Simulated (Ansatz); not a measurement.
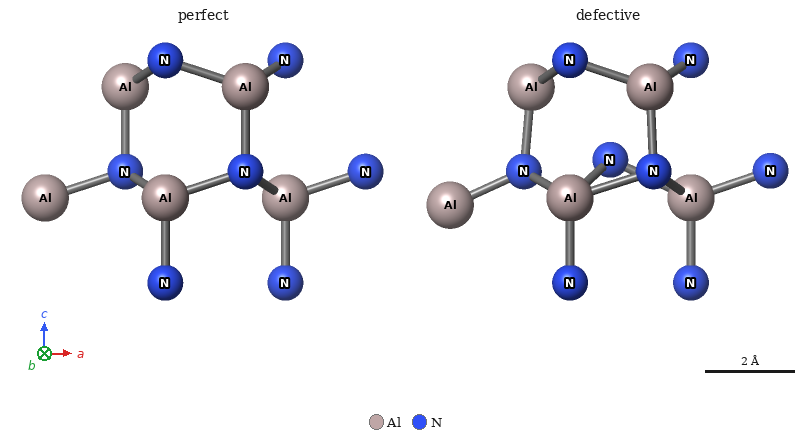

Left: perfect AlN. Right: the same region with one point defect, after relaxing the atoms in a supercell of 16 sites. Style: ball-and-stick. Shown: the atoms within 3.8 Å of one point, in a slice 5.0 Å thick across the line of sight, along the b axis.

Computed with DFT PBE, scalar-relativistic, plane waves, PAW in Ansatz 0.2.0. Set-up: plane-wave cutoff 420 eV; k-point mesh 1 × 1 × 1; occupations gaussian; smearing width 0.01 eV; collinear spin. The cell is small and the k-mesh coarse, so the numbers are rough. The axes drawn are those of the host's conventional cell.

> What kind of defect was made?

An extra nitrogen atom is put between the host's atoms (an interstitial).

The charge state of the cell is 0.

> What does the relaxation do around it?

The N atom starts with 3 N at 2.00 Å, 6 Al at 2.09 to 2.32 Å around its place and ends with 3 N at 1.97 Å, 3 Al at 2.01 Å. Of the host's atoms, an aluminium atom moves furthest from its site, by 0.16 Å. The N atom itself moves 0.60 Å from where it was put. Relaxing the atoms from the host's sites lowers the energy by 1.40 eV. At a tolerance of 0.02 Å the relaxed supercell has space group P3m1.
